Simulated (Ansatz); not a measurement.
Run report: NiSbH, geometry relaxation (part 2 of 2)

NiSbH (P6₃/mmc, 6 atoms in the cell); DFT PBE, scalar-relativistic, plane waves, PAW, no spin polarisation (Ansatz 0.2.0); cutoff 420 eV, 12×12×6 k-mesh, Gaussian smearing of 0.1 eV. The structure derives from an entry of the Crystallography Open Database. It belongs to a series of runs on one base structure; here: 2 H put on empty site 1 of 1 host cells, relaxed.

Geometry of the input (Å; fractional positions):
```
4.2921  0.0000  0.0000
-2.1461  3.7171  0.0000
0.0000  0.0000  4.7747
Ni 1.0000  1.0000  1.0000
Ni 1.0000  1.0000  0.5000
Sb 0.3333  0.6667  0.2500
Sb 0.6667  0.3333  0.7500
H  0.3333  0.6667  0.7500
H  0.6667  0.3333  0.2500
```

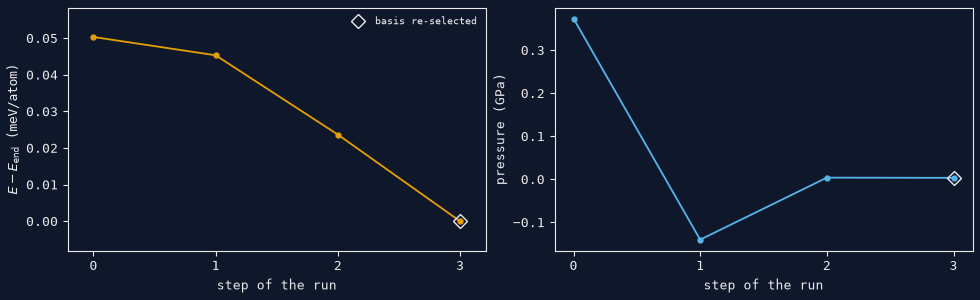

Figure 1. Progress of the relaxation, step by step (the first geometry is step 0 here and step 1 in the log). The atoms keep their places relative to the cell (all moves are under 0.005 Å). Over 2 geometry steps the energy falls by next to nothing (0.0 meV per atom). All forces vanish by symmetry, so only the cell relaxes. Pressure: 0.37 GPa at the start and 0.00 GPa at the end. A last SCF at the same geometry on a re-selected plane-wave basis shifts the energy by next to nothing (0.0 meV per atom).

```
basis re-selected at this cell: Δ(F+E_penalty+E_count) = -1.419e-4 eV, ΔP = -0.001 GPa vs the last step (what re-selecting the basis moved, of the pressure what is left beyond the Pulay correction that the steps carried, after the strain that the cell walked since its last selection, with what the two solves' SCF thresholds leave and, on support functions, any second-order correction that the steps lacked; it is no measure of the basis error at this ecutwfc). This SCF's stress stands 5.36e-2 GPa from its target on what of the cell is left free (relax.cell.stress_tol is 1.20e-1 GPa) and its largest allowed force component is 4.78e-17 eV/Å (relax.f_tol is 2.50e-2 eV/Å): within both
SCF converged after 8 iterations
Free energy (F): -24677.456180 eV
Harris-Foulkes:  -24677.456180 eV  (|F-HF|=7.28e-12)
Internal energy: -24677.443663 eV  (E = F + TS)
E sigma→0 (E₀):  -24677.449921 eV
Entropy (-TS):   -0.012517 eV (-2.086 meV/atom)
Fermi energy:    13.757925 eV
--- Per-component energies (eV) ---
  E_band       = -927.163952
  E_kinetic    = 1009.136415
  E_local      = -11455.983362  (includes V_loc(G=0)·N_el)
  E_nonlocal   = 2011.065473
  E_hartree    = 5002.449153
  E_xc         = -463.697335
  E_vxc        = -433.650437  (∫ρ·V_xc dr)
  E_paw        = -12423.134755  (= ΣΔE_a)
  E_vpaw       = -2062.629352  (= ΣTr[D̂ρ^β])
  E_aug_tail   = -0.000989  (compensation charges beyond the density's cutoff)
  E_ewald      = -8357.278263
  E_smearing   = -0.012517  (= −TS)
  E_closure    = 0.000000  (closes the sum)
  Σ components = -24677.456180   (vs F -24677.456180, Δ=0.00e0)
--- Forces (eV/Å), atoms counted from 1 ---
  atom   1  Ni     0.00000000    -0.00000000     0.00000000
  atom   2  Ni     0.00000000    -0.00000000     0.00000000
  atom   3  Sb     0.00000000     0.00000000     0.00000000
  atom   4  Sb    -0.00000000    -0.00000000     0.00000000
  atom   5  H      0.00000000    -0.00000000     0.00000000
  atom   6  H     -0.00000000     0.00000000     0.00000000
  max |Σ_I F_I| component: 4.63e-18 eV/Å
--- Stress (GPa, compression-positive) ---
       -0.021612      -0.000000       0.000000
       -0.000000      -0.021612       0.000000
        0.000000       0.000000       0.053625
  P = ⅓ Tr σ = 0.0035 GPa (0.035 kbar)
--- Band table (eV; the first three rows and the last of 76) ---
  k-point 0: bands = ["-89.1253", "-89.1058", "-49.6986", "-49.5182", "-49.5084", "-49.5084", "-49.4906", "-49.4906", "-15.4733", "-15.4733", "-15.4648", "-15.4332", "-15.4180", "-15.4180", "-15.4091", "-15.4091", "-15.4083", "-15.4083", "0.8139", "6.0776", "8.5807", "9.9631", "9.9631", "10.3904", "10.5514", "11.3506", "11.3506", "12.2774", "12.2774", "13.1156", "13.1156", "13.4434", "13.4434", "14.2350", "14.6508", "15.1132", "15.1132", "16.8379", "16.8693", "19.1186", "19.1186"]
  k-point 1: bands = ["-89.1240", "-89.1071", "-49.6866", "-49.5304", "-49.5072", "-49.5072", "-49.4918", "-49.4918", "-15.4718", "-15.4718", "-15.4621", "-15.4348", "-15.4287", "-15.4287", "-15.4062", "-15.4062", "-15.4021", "-15.4021", "0.9984", "5.1244", "9.3096", "10.0773", "10.0773", "10.7133", "10.9220", "11.4329", "11.4329", "12.0311", "12.0311", "12.7389", "12.7389", "13.7444", "14.0007", "14.0007", "14.2272", "15.1387", "15.1387", "16.4060", "18.3289", "18.6368", "18.6368"]
  k-point 2: bands = ["-89.1204", "-89.1107", "-49.6538", "-49.5636", "-49.5039", "-49.5039", "-49.4951", "-49.4951", "-15.4666", "-15.4666", "-15.4552", "-15.4437", "-15.4437", "-15.4394", "-15.4015", "-15.4015", "-15.3972", "-15.3972", "1.5493", "3.6864", "10.1457", "10.4031", "10.4031", "11.1356", "11.4762", "11.4762", "11.6661", "11.6661", "11.8866", "12.3645", "12.3758", "12.3758", "14.6831", "14.6831", "14.7330", "15.1847", "15.1847", "16.4796", "18.0469", "18.0469", "18.1514"]
  k-point 75: bands = ["-89.1156", "-89.1156", "-49.6088", "-49.6088", "-49.4996", "-49.4996", "-49.4996", "-49.4996", "-15.4566", "-15.4566", "-15.4492", "-15.4492", "-15.4341", "-15.4341", "-15.4064", "-15.4064", "-15.4040", "-15.4040", "4.2793", "4.2793", "6.5893", "6.5893", "8.9432", "8.9432", "11.5736", "11.5736", "11.9498", "11.9498", "12.1669", "12.1669", "12.6285", "12.6285", "12.6888", "12.6888", "16.5810", "16.5810", "18.0143", "18.0143", "19.6511", "19.6511", "20.5708"]
--- Relaxed structure (3 steps of the walk, 3 accepted, 1 SCFs on fresh bases) ---
  F+E_penalty+E_count = -24677.45617951 eV   max|allowed force component| = 4.780e-17 eV/Å   (the final SCF, on the basis selected at the relaxed cell)
  cell:  # Å, volume = 76.4345 Å³
    - [4.2966783128721655, 0.0, 0.0]
    - [-2.1483391564360828, 3.7210325708369583, 0.0]
    - [0.0, 0.0, 4.780716576580649]
  atoms:
    - { symbol: Ni, position: [1.0, 1.0, 1.0] }
    - { symbol: Ni, position: [1.0, 1.0, 0.5] }
    - { symbol: Sb, position: [0.3333333333333333, 0.6666666666666666, 0.25] }
    - { symbol: Sb, position: [0.6666666666666666, 0.3333333333333333, 0.7500000000000001] }
    - { symbol: H, position: [0.3333333333333333, 0.6666666666666666, 0.7500000000000001] }
    - { symbol: H, position: [0.6666666666666666, 0.3333333333333333, 0.25] }
```

### Trajectory as extended XYZ (Å, eV, eV/Å), 4 frames, from step=1 to step=4
```
6
Lattice="4.2921 0.0000 0.0000 -2.1461 3.7171 0.0000 0.0000 0.0000 4.7747" Properties=species:S:1:pos:R:3:forces:R:3 step=1 energy=-24677.45588 pressure_GPa=0.37
Ni    2.1461    3.7171    4.7747    0.0000   0.0000   0.0000
Ni    2.1461    3.7171    2.3873    0.0000   0.0000   0.0000
Sb    0.0000    2.4781    1.1937    0.0000   0.0000   0.0000
Sb    2.1461    1.2390    3.5810    0.0000   0.0000   0.0000
H     0.0000    2.4781    3.5810    0.0000   0.0000   0.0000
H     2.1461    1.2390    1.1937    0.0000   0.0000   0.0000
6
Lattice="4.2997 0.0000 0.0000 -2.1498 3.7236 0.0000 0.0000 0.0000 4.7808" Properties=species:S:1:pos:R:3:forces:R:3 step=2 energy=-24677.45591 pressure_GPa=-0.14
Ni    2.1498    3.7236    4.7808    0.0000   0.0000   0.0000
Ni    2.1498    3.7236    2.3904    0.0000   0.0000   0.0000
Sb    0.0000    2.4824    1.1952    0.0000   0.0000   0.0000
Sb    2.1498    1.2412    3.5856    0.0000   0.0000   0.0000
H     0.0000    2.4824    3.5856    0.0000   0.0000   0.0000
H     2.1498    1.2412    1.1952    0.0000   0.0000   0.0000
6
Lattice="4.2967 0.0000 0.0000 -2.1483 3.7210 0.0000 0.0000 0.0000 4.7807" Properties=species:S:1:pos:R:3:forces:R:3 step=3 energy=-24677.45604 pressure_GPa=0.00
Ni    2.1483    3.7210    4.7807    0.0000   0.0000   0.0000
Ni    2.1483    3.7210    2.3904    0.0000   0.0000   0.0000
Sb    0.0000    2.4807    1.1952    0.0000   0.0000   0.0000
Sb    2.1483    1.2403    3.5855    0.0000   0.0000   0.0000
H     0.0000    2.4807    3.5855    0.0000   0.0000   0.0000
H     2.1483    1.2403    1.1952    0.0000   0.0000   0.0000
6
Lattice="4.2967 0.0000 0.0000 -2.1483 3.7210 0.0000 0.0000 0.0000 4.7807" Properties=species:S:1:pos:R:3:forces:R:3 step=4 energy=-24677.45618 pressure_GPa=0.00
Ni    2.1483    3.7210    4.7807    0.0000   0.0000   0.0000
Ni    2.1483    3.7210    2.3904    0.0000   0.0000   0.0000
Sb    0.0000    2.4807    1.1952    0.0000   0.0000   0.0000
Sb    2.1483    1.2403    3.5855    0.0000   0.0000   0.0000
H     0.0000    2.4807    3.5855    0.0000   0.0000   0.0000
H     2.1483    1.2403    1.1952    0.0000   0.0000   0.0000
```

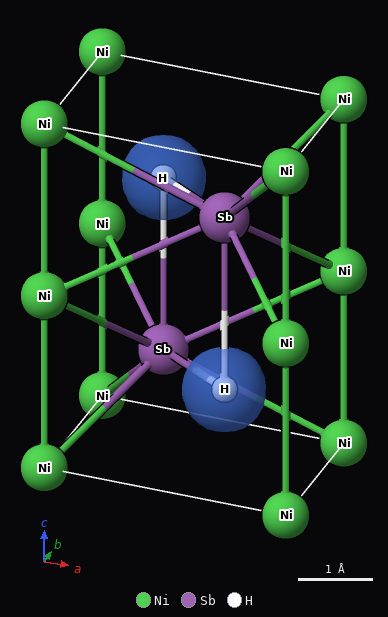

Figure 2. Isosurface of the electron localisation function at 0.8 (blue), seen slightly off an axis. Core shells and regions of very low density are left out. Sticks mark near contacts. The outline is the cell set on symmetry axes. The ELF exceeds this value in two regions around hydrogen nuclei, counted in one cell of 6 atoms.  Values along the shortest contacts: Ni–Ni (2.39 Å): the ELF is about 0.25 at the midpoint; no shared electron pair. Core electrons are frozen (PAW), so the fields are smoothed inside the atomic spheres.

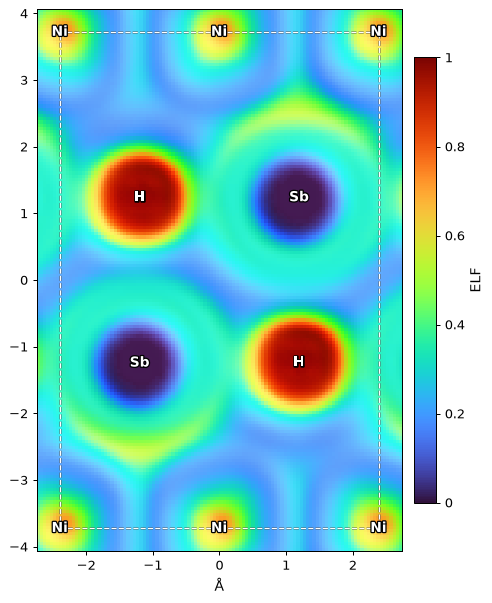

Figure 3. Electron localisation function on the (110) plane of the conventional cell. The plane passes through Ni, Sb and H nuclei. Ni–Ni (2.39 Å): the ELF is about 0.25 at the midpoint; no localised pair between them. Ni–Sb (2.75 Å): the ELF is about 0.45 at the midpoint (no localised pair between them). The strong features right at Ni lie inside the PAW spheres (semicore, d or f shells) and say nothing about bonding.
